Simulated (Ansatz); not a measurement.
A series of calculations on Si31C32

**1. Relaxation**

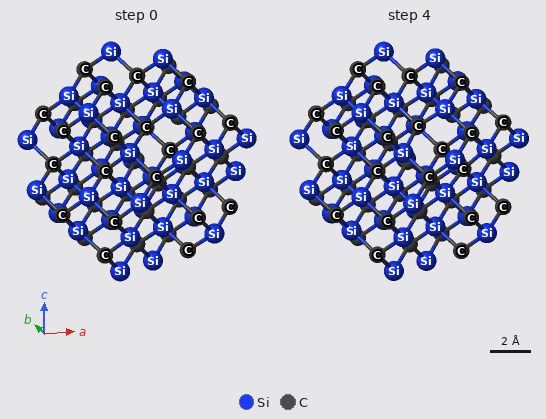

The structure of a defect cell of composition Si31C32 (cell charge −2) before (left) and after (right) a relaxation, at one scale.

A ball-and-stick model of the atoms within 5.8 Å of the atom that moves most (axes of the cell of the calculation (origin shifted)), seen slightly off an axis.

Level of theory: DFT, PBEsol, PAW, plane waves in Ansatz 0.2.0. Settings: plane-wave cutoff 420 eV; k-point mesh 1 × 1 × 1; mesh shifted by (0.25, 0.25, 0.25); collinear spin; atoms relaxed in a fixed cell; force threshold 0.03 eV/Å; at most 80 steps.

Q: What changed between the two?

A: After 4 geometry steps the energy has fallen by 1.901 eV per cell of the calculation. The largest force component goes from 2.2 to 0.024 eV/Å. The largest move is that of a C atom, 0.18 Å along [−2 2 −3]. Largest moves by element: C 0.18 Å, Si 0.10 Å. The cell stays as it was. Near-neighbour distances that change, for instance: C–Si 1.928 → 1.790 Å, C–Si 1.926 → 1.829 Å, C–Si 1.885 → 1.790 Å, C–Si 1.907 → 1.822 Å. Bond angles that change, for instance: Si–C–Si 105.8° → 114.3°, C–Si–C 112.3° → 104.7°, C–Si–C 111.2° → 105.1°. Cost: 38 s on 7 threads of Arm Neoverse-V2, peak memory 1.7 GiB.

Limits of the set-up: the cell is charged, on a uniform background, and energies carry no finite-size correction.

**2. Relaxation**

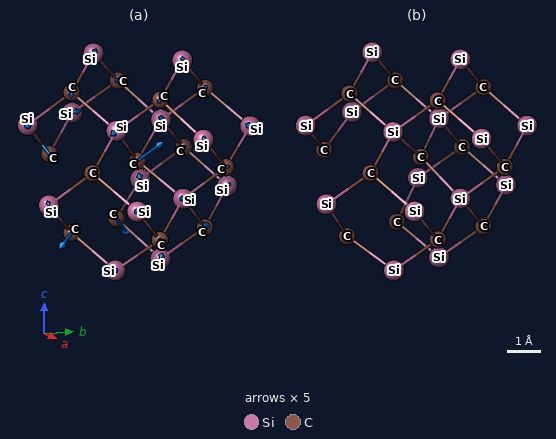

The structure of a defect cell of composition Si₃₁C₃₂ before (left) and after (right) a relaxation, at one scale. The blue arrows give the displacements, magnified 5 times.

The picture is a ball-and-stick view of the atoms within 4.2 Å of the atom that moves most (axes of the cell of the calculation (origin shifted)), seen slightly off an axis.

Level of theory: Ansatz, DFT, PBEsol, PAW, plane waves. (plane-wave cutoff 420 eV; k-point mesh 1 × 1 × 1; mesh shifted by (0.25, 0.25, 0.25); collinear spin; atoms relaxed in a fixed cell; force threshold 0.03 eV/Å; at most 80 steps)

**What changed between the two?**

The atom that moves furthest is a C atom (0.23 Å along [1 1 1]). Largest moves by element: C 0.23 Å, Si 0.07 Å. The cell doesn't change. Near-neighbour distances that change, for instance: C–Si 1.928 → 1.842 Å, C–Si 1.960 → 1.878 Å, C–Si 1.807 → 1.887 Å, C–Si 1.895 → 1.837 Å. Bond angles that change, for instance: C–Si–C 111.9° → 103.3°, C–Si–C 111.4° → 103.3°, Si–C–Si 107.4° → 115.0°. After 5 geometry steps the energy has fallen by 1.705 eV per cell of the calculation. Largest force component: 1.6 eV/Å at the start, 0.018 eV/Å at the end. The program noted that the starting moments weren't kept. The run took 7.6 s on 1 × NVIDIA GB300 with 8 threads of Arm Neoverse-V2, peak memory 1.7 GiB.

**3. Defect**

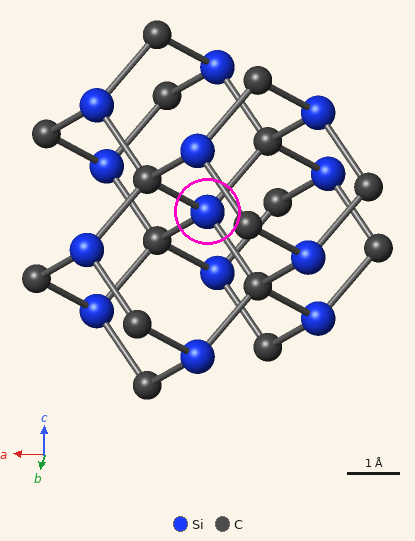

Perfect SiC. Style: ball-and-stick. Shown: the atoms within 3.8 Å of one point, from a free direction.

Theory: DFT, PBEsol, PAW, plane waves (Ansatz). Set-up: plane-wave cutoff 420 eV; k-point mesh 1 × 1 × 1; mesh shifted by (0.25, 0.25, 0.25); collinear spin. Fermi-Dirac smearing of 0.01 eV. A uniform background neutralises the charged cell. The axes drawn are those of the host's conventional cell.

A silicon atom is taken out (a vacancy) at the ringed place, in charge state −1. The supercell has 64 sites, and the atoms are relaxed at the host's cell.

Q: Predict the relaxed surroundings of the defect.

A: Around the empty Si site the host had 4 C at 1.89 Å; after relaxation the nearest atoms are 4 C at 2.03 to 2.06 Å. Of the host's atoms, a carbon atom moves furthest from its site, by 0.17 Å. The cell's net moment is 3.00 μB.

The relaxed defect, seen from the same direction:

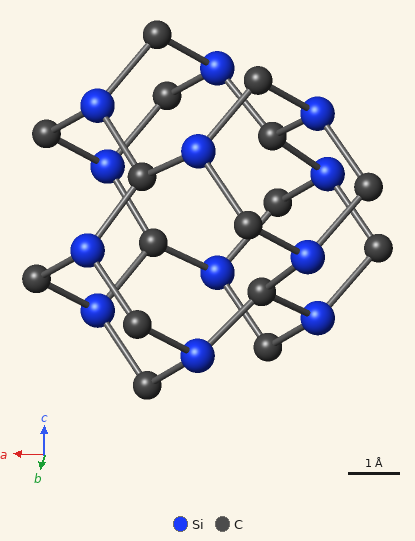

Limits of the set-up: the cell is charged, on a uniform background, and energies carry no finite-size correction.

**4. Defect**

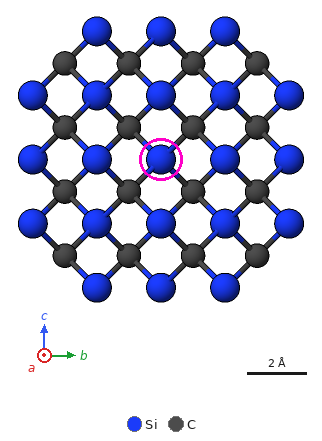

Perfect SiC. A ball-and-stick model of the atoms within 5.4 Å of one point, in a slice 5.0 Å thick across the line of sight, seen along the a axis.

The calculation used Ansatz, DFT, PBEsol, PAW, plane waves. Set-up: plane-wave cutoff 420 eV; k-point mesh 1 × 1 × 1; mesh shifted by (0.25, 0.25, 0.25); collinear spin. Fermi-Dirac smearing of 0.01 eV. A uniform background neutralises the charged cell. The axes drawn are those of the host's conventional cell.

A silicon atom is taken out (a vacancy) at the ringed place, in charge state −2. The supercell has 64 sites, and the atoms are relaxed at the host's cell.

Question: Predict the relaxed surroundings of the defect.

Answer: Around the empty Si site the host had 4 C at 1.89 Å; after relaxation the nearest atoms are 4 C at 1.99 to 2.04 Å. Of the host's atoms, a carbon atom moves furthest from its site, by 0.16 Å. The cell's net moment is 2.00 μB.

The relaxed defect, seen from the same direction:

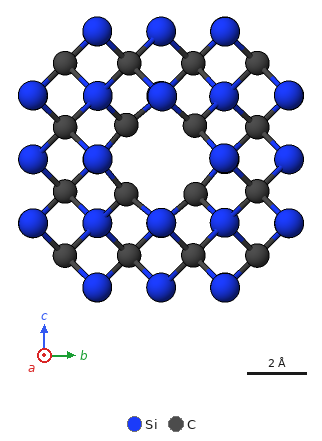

Limits of the set-up: the cell is charged, on a uniform background, and energies carry no finite-size correction.
